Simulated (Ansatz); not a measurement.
# NaCl (Fm-3m):V_Na, thermodynamic levels from a 54-atom cell

Charge states of V_Na in NaCl (Fm-3m), set against the band edges. Model: a cell of 54 host atoms with 1 Na taken out.

Program: Ansatz 0.2.0. Level of theory: place-levels on PBEsol runs: charge-transition levels and formation energies with image-charge correction and potential alignment at the atomic sites; PAW set soft_1. Results are calculated unless marked as measured.

### Step 1. The starting structure

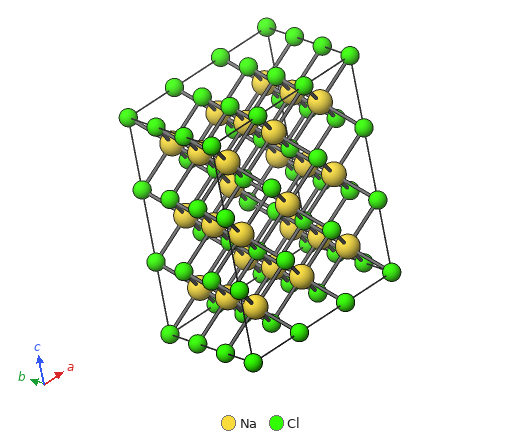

The cell as given, slightly off an axis (sodium yellow, chlorine green). Bonds to atoms that aren't drawn are left out. Some periodic images of atoms are drawn too.

The cell holds 53 atoms: 26 Na and 27 Cl. Cell: a = 11.883 Å, b = 11.883 Å, c = 11.883 Å, α = 60.0°, β = 60.0°, γ = 60.0°. It derives from NaCl (space group Fm-3m). Nearest the centre at fractional (0.667, 0.667, 0.333): Cl28 at 2.80 Å, Cl44 at 2.80 Å, Cl32 at 2.80 Å, Cl46 at 2.80 Å, Cl34 at 2.80 Å, Cl50 at 2.80 Å, Na35 at 3.96 Å, Na39 at 3.96 Å.

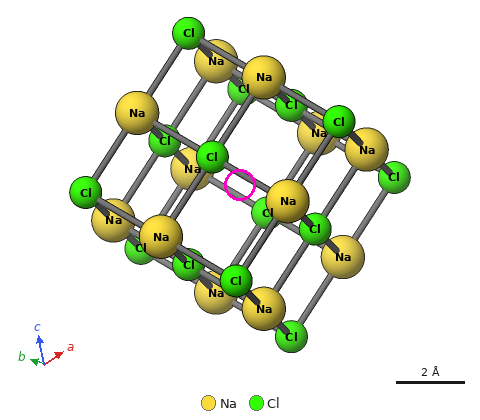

The atoms within 5 Å of the centre. A ring marks the centre wherever it is empty.

As a file:

```xyz
53
Lattice="0.0000 8.4029 8.4029 8.4029 0.0000 8.4029 8.4029 8.4029 0.0000" Properties=species:S:1:pos:R:3 pbc="T T T"
Na    0.0000    0.0000    0.0000
Cl    2.8010    2.8010    2.8010
Na    2.8010    2.8010    0.0000
Cl    5.6019    5.6019    2.8010
Na    5.6019    5.6019    0.0000
Cl    8.4029    8.4029    2.8010
Na    2.8010    0.0000    2.8010
Cl    5.6019    2.8010    5.6019
Na    5.6019    2.8010    2.8010
Cl    8.4029    5.6019    5.6019
Na    8.4029    5.6019    2.8010
Cl   11.2038    8.4029    5.6019
Na    5.6019    0.0000    5.6019
Cl    8.4029    2.8010    8.4029
Na    8.4029    2.8010    5.6019
Cl   11.2038    5.6019    8.4029
Na   11.2038    5.6019    5.6019
Cl   14.0048    8.4029    8.4029
Na    0.0000    2.8010    2.8010
Cl    2.8010    5.6019    5.6019
Na    2.8010    5.6019    2.8010
Cl    5.6019    8.4029    5.6019
Na    5.6019    8.4029    2.8010
Cl    8.4029   11.2038    5.6019
Na    2.8010    2.8010    5.6019
Cl    5.6019    5.6019    8.4029
Na    5.6019    5.6019    5.6019
Cl    8.4029    8.4029    8.4029
Na    8.4029    8.4029    5.6019
Cl   11.2038   11.2038    8.4029
Na    5.6019    2.8010    8.4029
Cl    8.4029    5.6019   11.2038
Na    8.4029    5.6019    8.4029
Cl   11.2038    8.4029   11.2038
Na   11.2038    8.4029    8.4029
Cl   14.0048   11.2038   11.2038
Na    0.0000    5.6019    5.6019
Cl    2.8010    8.4029    8.4029
Na    2.8010    8.4029    5.6019
Cl    5.6019   11.2038    8.4029
Na    5.6019   11.2038    5.6019
Cl    8.4029   14.0048    8.4029
Na    2.8010    5.6019    8.4029
Cl    5.6019    8.4029   11.2038
Na    5.6019    8.4029    8.4029
Cl    8.4029   11.2038   11.2038
Na    8.4029   11.2038    8.4029
Cl   11.2038   14.0048   11.2038
Na    5.6019    5.6019   11.2038
Cl    8.4029    8.4029   14.0048
Cl   11.2038   11.2038   14.0048
Na   11.2038   11.2038   11.2038
Cl   14.0048   14.0048   14.0048
```

The host's dielectric constants go in as inputs: 2.56 for the electrons alone, 6.02 with the ions, from a response run on this crystal (DFPT, PBEsol) at that run's own cell.

The cell's shortest repeat is 11.9 Å.

### Step 2. What was run first

A transition level is the Fermi level at which two charge states cost the same, so each charge needs its own total energy, at its own relaxed structure.

Random displacements of about 0.05 Å break the site symmetry at the start, so that the relaxation can reach a distorted minimum if there is one. Forces are taken at one point at (¼, ¼, ¼). The cell holds 1 electron more than the neutral one, with a uniform background that keeps it neutral on the whole.

The sampling was tested on the host first: at the k-points planned (1x1x1 shifted 0.25 0.25 0.25) its energy lies 0.005 eV an atom from the dense-mesh value, under the bound of 0.02 eV set for this test; that bounds the host's error, not the defect's.

One state's input; the others differ in charge, spin, start and seed, and in occupations where the table says so.

Input file qm1.relax/input.yaml:

```yaml
crystal:
  lattice:
    - [0.0, 2.80096063, 2.80096063]
    - [2.80096063, 0.0, 2.80096063]
    - [2.80096063, 2.80096063, 0.0]
  atoms:
    - { symbol: Na, position: [0.0, 0.0, 0.0] }
    - { symbol: Cl, position: [0.5, 0.5, 0.5] }
  supercell: [3, 3, 3]
  defects: [{ vacancy: 50 }]
total_charge: -1
basis:
  ecutwfc: 420
  xc_grid: 2
hamiltonian:
  xc: pbesol
  pseudopotentials: { kind: paw, azcp: { folder: soft_1 }, xc_functional: pbe }
kpoints:
  mp_grid: { grid: [1, 1, 1], shift: [0.25, 0.25, 0.25] }
scf:
  occupations: { method: fixed }
  max_iter: 60
output:
  forces: true
  charged_corrections: { epsilon: 2.56, static_epsilon: 6.02 }
relax:
  f_tol: 0.02
  max_steps: 80
  random_displacement: { amplitude: 0.05, seed: 6411 }
checkpoint:
  write: "../qm1.relax.run"
  compress: false
  write_wavefunctions: true
  write_every: 100000
```

On the command line:

```
$ ansatz run input.yaml --threads 4 --pin off --max-ram 15073MiB --backend cpu --events-out ev --progress --plain --runs-dir out
```

Defect states can disperse in a cell of this size, so the energy is taken again at a 2×2×2 shifted mesh, on the relaxed structure.

The run of this state that the levels use, under PBEsol:

Input file qm1.point/input.yaml:

```yaml
crystal:
  checkpoint: "../qm1.relax.run"
  host: checkpoint
total_charge: -1
basis:
  ecutwfc: 420
  xc_grid: 2
hamiltonian:
  xc: pbesol
  pseudopotentials: { kind: paw, azcp: { folder: soft_1 }, xc_functional: pbe }
kpoints:
  mp_grid: { grid: [2, 2, 2], shift: [0.5, 0.5, 0.5] }
scf:
  occupations: { method: fermi_dirac, width: 0.01 }
  max_iter: 60
output:
  forces: true
  eigenvalues: true
  charged_corrections:
    epsilon: 2.56
    static_epsilon: 6.02
    defect_position: [0.666667, 0.666667, 0.333333]
  eigenstates: { localisation: true }
  populations: true
  band_densities: [{ bands: [v1, v1] }, { bands: [c1, c1] }]
  write_density: true
  write_potential: true
  volumetric_format: npy
  elf: true
checkpoint:
  read: "../qm1.relax.run"
  write: "../qm1.point.run"
  compress: false
  write_wavefunctions: false
  write_every: 100000
```

Relaxations under PBEsol at one point at (¼, ¼, ¼); times on 4 threads of Intel Xeon Platinum 8559C (Emerald Rapids), shared host:

```
charge  moment (μB)  occupations        outcome  steps  largest displacement against the far atoms (Å)     time
    −1            0        fixed      converged      4                                            0.12     34 s
     0            1        fixed      converged      4                                            0.11  3.2 min
    +1            0        fixed  not converged      -                                               -     36 s
    +1            0  fermi-dirac      converged      4                                            0.10     52 s
    +1            2        fixed      converged      4                                            0.10  2.2 min
```

Single points under PBEsol at a 2×2×2 shifted mesh; times on 4 threads of Intel Xeon Platinum 8559C (Emerald Rapids), shared host:

```
charge  moment (μB)  occupations    outcome     time
    −1            0  fermi-dirac  converged     58 s
     0            1  fermi-dirac  converged    3 min
    +1            0  fermi-dirac  converged     75 s
    +1            2  fermi-dirac  converged  2.4 min
```

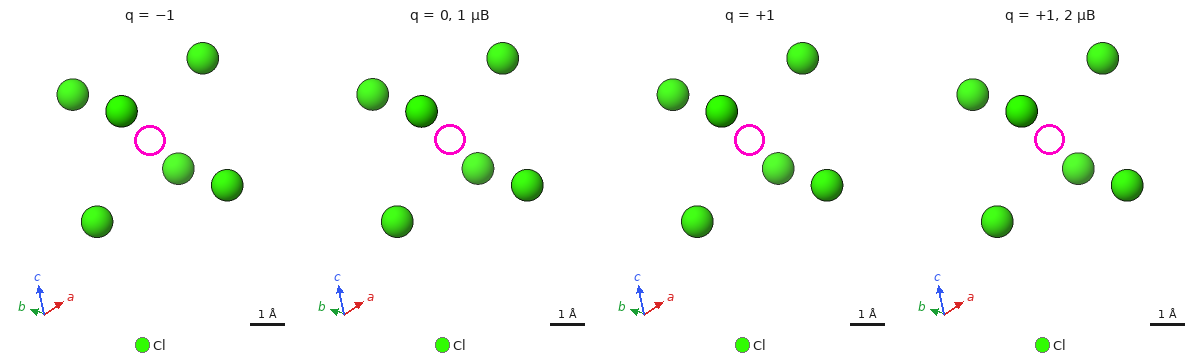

The structures near the centre after relaxation with PBEsol, by charge. A ring marks the centre wherever it is empty. Bonds to atoms that aren't drawn are left out.

Distances (Å) from the ideal centre to the nearest atoms after relaxation with PBEsol:

```
charge  moment (μB)       1.       2.       3.       4.       5.       6.
    −1            0  Cl 2.91  Cl 2.91  Cl 2.92  Cl 2.92  Cl 2.92  Cl 2.93
     0            1  Cl 2.89  Cl 2.90  Cl 2.90  Cl 2.90  Cl 2.91  Cl 2.91
    +1            0  Cl 2.89  Cl 2.90  Cl 2.90  Cl 2.90  Cl 2.90  Cl 2.90
    +1            2  Cl 2.89  Cl 2.90  Cl 2.90  Cl 2.90  Cl 2.90  Cl 2.91
```

### Step 3. place-levels, PBEsol

A charged cell interacts with its images and the background, and its potential has another zero than the host's. place-levels removes the first by a point-charge model, screened by the static dielectric constant since the ions have relaxed around the charge, and the second by comparing potentials at atoms far from the defect.

The host is a run of the defect-free crystal in the same cutoffs, grids and k-points, so that basis and sampling errors cancel in part in the differences. Its band edges come from a run of the primitive cell that searches the zone for them. Chemical potentials are energies per atom of Na (bcc), run with the same functional and cutoff.

Input file levels.point.yaml:

```yaml
host:
  run: host.point.run
  levels_from: { run: edges.point.run }
states: [qm1.point.run, q0_M1.point.run, qp1.point.run, qp1_M2.point.run]
geometry_from:
  qm1.point.run: qm1.relax.run
  q0_M1.point.run: q0_M1.relax.run
  qp1.point.run: qp1.relax_smeared.run
  qp1_M2.point.run: qp1_M2.relax.run
chemical_potentials:
  Na:
    energy: -1475.868459
    dataset: <sha256 of the dataset>
epsilon: 2.56
static_epsilon: 6.02
vertical:
  - { from: qm1.point.run, to: qm1.point_neutral.run }
  - { from: qp1.point.run, to: qp1.point_neutral.run }
  - { from: qp1_M2.point.run, to: qp1_M2.point_neutral.run }
```

On the command line:

```
$ ansatz place-levels levels.point.yaml -- --threads 4 --pin off --max-ram 15073MiB
```

Numbers of over 12 decimals in the logs are rounded to 6 here.

The log of the run:

```text
[... repeated set-up lines and file paths are left out, and long positions are rounded to six places ...]
(+1/0) 0.000 eV above the valence edge (-0.187 eV without the band-filling correction), 5.013 eV under the conduction edge
(0/-1) 0.354 eV above the valence edge, 4.658 eV under the conduction edge
formation energy of charge +1: +5.034 eV with the Fermi level at the valence edge
formation energy of charge 0: +5.034 eV with the Fermi level at the valence edge
formation energy of charge -1: +5.388 eV with the Fermi level at the valence edge
vertical -1 to 0: no energy, since no alignment is typed
  the change from vertical[0].from (qm1.point.run) to vertical[0].to (qm1.point_neutral.run): by its potential at epsilon 2.56 it stands at 0.667 0.667 0.333, with an rms radius of about 5.3 Å (3.0 3.0 3.0 Å across the planes of the cell's vectors); [...]
vertical +1 to 0: no energy, since no alignment is typed
  the change from vertical[1].from (qp1.point.run) to vertical[1].to (qp1.point_neutral.run): by its potential at epsilon 2.56 it stands at 0.664 0.666 0.332, with an rms radius of about 6.8 Å (3.9 3.9 3.9 Å across the planes of the cell's vectors); [...]
vertical +1 to 0: no energy, since no alignment is typed
  the change from vertical[2].from (qp1_M2.point.run) to vertical[2].to (qp1_M2.point_neutral.run): by its potential at epsilon 2.56 it stands at 0.668 0.668 0.333, with an rms radius of about 5.9 Å (3.4 3.4 3.4 Å across the planes of the cell's vectors); [...]
  edges by pbesol of host.levels_from (edges.point.run), its mesh sampled to repeats of 35.65 Å (the valence edge +0.020 eV and the conduction edge -0.243 eV from those of the host's own run), gap 5.013 eV; the host is sampled to repeats of 23.77 Å
  the defect's cells are sampled to repeats of 23.77 Å, like sampling
  charge +1: -67107.8237 eV with its correction of -0.012 eV, at epsilon 6.02, aligned at sites: -0.3382 eV, mean over 21 atomic sites at or beyond 5.94 Å from the defect at [0.6667, 0.6667, 0.3333], with +0.000000 for the charge's moments and without [...]
  states[3] (qp1_M2.point.run): levels filled in part (TS 0.014 eV): its energy is of no whole electron's
  charge 0: +0.000 eV for its dipole among its images, +0.000 omitted
  states[1] (q0_M1.point.run): levels filled in part (TS 0.010 eV): its energy is of no whole electron's
  charge -1: -67105.3701 eV with its correction of +0.447 eV, at epsilon 6.02, aligned at sites: -0.1212 eV, mean over 21 atomic sites at or beyond 5.94 Å from the defect at [0.6667, 0.6667, 0.3333], with +0.000000 for the charge's moments and without [...]
  charge +1: states[2] (qp1.point.run) stands 0.005 eV higher, with a moment of 0.00 μB against 2.00
  states[2] (qp1.point.run): levels filled in part (TS 0.021 eV): its energy is of no whole electron's
  of states[3] (qp1_M2.point.run): it parts from the run at its places by a charge that spreads by about 3.4 Å along one vector (1.7 Å or more is wide), by its potential at epsilon 2.56, taken for that of held ions (one typed too small widens it), where the [...]
  of states[1] (q0_M1.point.run): its alignment with the host at atomic sites is doubtful: the cell is too small to show whether the defect's potential has decayed: take a larger one
  of states[0] (qm1.point.run): it parts from the run at its places by a charge that spreads by about 3 Å along one vector (1.7 Å or more is wide), by its potential at epsilon 2.56, taken for that of held ions (one typed too small widens it), where the cell [...]
  of states[2] (qp1.point.run): it parts from the run at its places by a charge that spreads by about 3.9 Å along one vector (1.7 Å or more is wide), by its potential at epsilon 2.56, taken for that of held ions (one typed too small widens it), where the cell [...]
  of vertical[0].from (qm1.point.run): it parts from the run at its places by a charge that spreads by about 3 Å along one vector (1.7 Å or more is wide), by its potential at epsilon 2.56, taken for that of held ions (one typed too small widens it), where the [...]
  vertical[0].to (qm1.point_neutral.run): levels filled in part (TS 0.009 eV): its energy is of no whole electron's
  vertical[1].from (qp1.point.run): levels filled in part (TS 0.021 eV): its energy is of no whole electron's
  of vertical[1].from (qp1.point.run): it parts from the run at its places by a charge that spreads by about 3.9 Å along one vector (1.7 Å or more is wide), by its potential at epsilon 2.56, taken for that of held ions (one typed too small widens it), where [...]
  vertical[1].to (qp1.point_neutral.run): levels filled in part (TS 0.010 eV): its energy is of no whole electron's
  vertical[2].from (qp1_M2.point.run): levels filled in part (TS 0.014 eV): its energy is of no whole electron's
  of vertical[2].from (qp1_M2.point.run): it parts from the run at its places by a charge that spreads by about 3.4 Å along one vector (1.7 Å or more is wide), by its potential at epsilon 2.56, taken for that of held ions (one typed too small widens it), [...]
  vertical[2].to (qp1_M2.point_neutral.run): levels filled in part (TS 0.010 eV): its energy is of no whole electron's
```

Elapsed: 0.48 s, on 4 threads of Intel Xeon Platinum 8559C (Emerald Rapids), shared host.

Levels between the charges placed, in eV above the valence top:

```
        gap (eV)  (+1/0)  (0/−1)
PBEsol      5.01    0.00    0.35
```

Corrections by state:

```
charge  moment (μB)  image terms and alignment (eV)  band filling (eV)  ε used  over the lowest of its charge, as the program ranks them, band filling apart (eV)
    +1          2.0                          -0.012             -0.187    6.02                                                                              0.000
     0          1.0                           0.000                  -       -                                                                              0.000
    −1          0.0                           0.447                  -    6.02                                                                              0.000
    +1          0.0                          -0.024                  -    6.02                                                                              0.005
```

The charged structures listed were also run neutral, and place-levels reads from each pair, by the potential or the spins, how wide the charge is by which they differ; that can be the carrier of either run.

```
charge  rms radius (Å)  spread where it is widest against the cell (Å)  wide from (Å)  reading
    +1             5.9                                            3.43           1.68     wide
    −1             5.3                                            3.04           1.68     wide
```

The neutral runs of these pairs need not share the spin of the lowest neutral state, and very wide values only mean spread over the cell.

From the program's caveats on the states, each cut to its opening words:

- charge +1 (2 μB): it parts from the run at its places by a charge that spreads by about 3.4 Å along one vector (1.7 Å or more is wide), by its potential at epsilon 2.56, taken [...]
- charge +1 (2 μB): a band-filling correction moves a carrier to the host's band edge, which changes its energy by -0.187 eV
- charge +1 (2 μB), 0 (1 μB), −1, +1: its alignment with the host at atomic sites is doubtful: the cell is too small to show whether the defect's potential has decayed: take a larger one
- charge −1: it parts from the run at its places by a charge that spreads by about 3 Å along one vector (1.7 Å or more is wide), by its potential at epsilon 2.56, taken for [...]
- charge +1: it parts from the run at its places by a charge that spreads by about 3.9 Å along one vector (1.7 Å or more is wide), by its potential at epsilon 2.56, taken [...]

The host's formation energy from the elements is -1.854 eV per atom; it sets how far the chemical potentials can move.

Limit set by the element alone; other compounds of these elements are not counted. Chemical potentials from the elements' reference states: Cl 0.00 eV, Na -3.71 eV. Formation energies (Cl-rich), with the Fermi level at the valence top and at the conduction bottom (gap 5.01 eV):

```
charge  at valence top (eV)  at conduction bottom (eV)  correction included (eV)
    +1                 1.33                       6.34                     -0.20
     0                 1.33                       1.33                      0.00
    −1                 1.68                      -3.33                      0.45
```

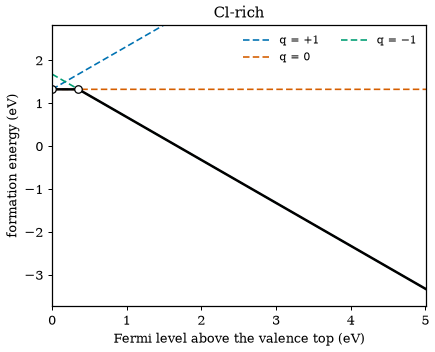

Formation energy against Fermi level; the thick line follows the lowest charge state and circles mark the transition levels.

Limit set by the element alone; other compounds of these elements are not counted. Chemical potentials from the elements' reference states: Na 0.00 eV, Cl -3.71 eV. Formation energies (Na-rich), with the Fermi level at the valence top and at the conduction bottom (gap 5.01 eV):

```
charge  at valence top (eV)  at conduction bottom (eV)  correction included (eV)
    +1                 5.03                      10.05                     -0.20
     0                 5.03                       5.03                      0.00
    −1                 5.39                       0.38                      0.45
```

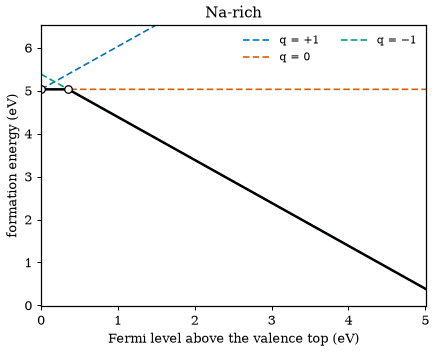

Formation energy against Fermi level; the thick line follows the lowest charge state and circles mark the transition levels.

### Step 4. Another choice

A choice is tested by changing it alone.

levels.try0.yaml is levels.point.yaml with these lines changed:

```diff
-epsilon: 2.56
-static_epsilon: 6.02
+epsilon: 500.0
+static_epsilon: 500.0
```

On the command line:

```
$ ansatz place-levels levels.try0.yaml -- --threads 4 --pin off --max-ram 15073MiB
```

The log of the run:

```text
(+1/0) 0.029 eV above the valence edge, 4.983 eV under the conduction edge
(0/-1) 0.138 eV above the valence edge, 4.874 eV under the conduction edge
formation energy of charge +1: +5.005 eV with the Fermi level at the valence edge
formation energy of charge 0: +5.034 eV with the Fermi level at the valence edge
formation energy of charge -1: +5.172 eV with the Fermi level at the valence edge
vertical -1 to 0: no energy, since no alignment is typed
vertical +1 to 0: no energy, since no alignment is typed
vertical +1 to 0: no energy, since no alignment is typed
[...]
[... the lines on each state left out ...]
```

The change: a very large dielectric constant, which removes the point-charge term and changes the alignment.

Levels in eV above the valence top; the changed ones are not the defect's:

```
           gap (eV)  (+1/0)  (0/−1)
  changed      5.01    0.03    0.14
as set up      5.01    0.00    0.35
```

The largest shift is 0.22 eV, band-filling terms included.

### Step 5. Outcome

```json
{
 "gap of the host": "5.01 eV (PBEsol)",
 "level (plus 1/0)": "0.00 eV above the valence top (-0.19 eV above the valence top without the band-filling term)",
 "level (0/minus 1)": "0.35 eV above the valence top",
 "lowest of the charges placed, just above the valence top (0.02 eV)": "0",
 "lowest of the charges placed, just below the conduction bottom (0.02 eV)": "−1",
 "lowest formation energy at mid-gap of the charges run, Cl-rich": "-0.83 eV",
 "lowest formation energy at mid-gap of the charges run, Na-rich": "2.88 eV"
}
```

In words: Of the charges placed (−1, 0 and +1), the lowest changes at 0.35 eV (0/−1) above the valence top, in a gap of 5.01 eV. (0/−1) lies nearer to a band edge than the share of the finite-size correction in it (0.45 eV), and that correction holds for a localised charge alone. Charges below −1 were not placed, so these runs say nothing of levels that involve them. States placed: +1 at 2 μB and 0 μB; 0 at 1 μB; −1 at 0 μB. Other spin states or structures, where not listed, weren't placed. The program finds carriers beyond a band edge of the host and adds a band-filling term at charge +1 (-0.19 eV); steps to such a charge show no bound level, and a defect level inside a band would be read the same way. The program doubts the alignment of potentials for at least one state, a sign that the cell is small. Keep in mind: PBEsol makes the gap too small and tends to spread out bound carriers; where a gas molecule sets a chemical potential or the host's formation energy, its binding is uncorrected.

[Logs are printed without paths, hosts, clocks, repeated set-up lines and the standing remarks that a program may print on its own settings, such as how far it seeks lower states.]

[Hosts, paths, dates, database ids (printed as entryN), source tags and the programs' standing remarks are cut or masked in the printed files.]

[Where a table of states has a column of steps, it counts the stored structures, which are thinned; the runs took as many ionic steps or more.]

[A defect's name tells the site on which it was built; relaxed atoms can leave that site.]

[For some hosts the program warned that the k-mesh of the response run may be too coarse for force constants and the static dielectric constant; such warnings are not shown here.]
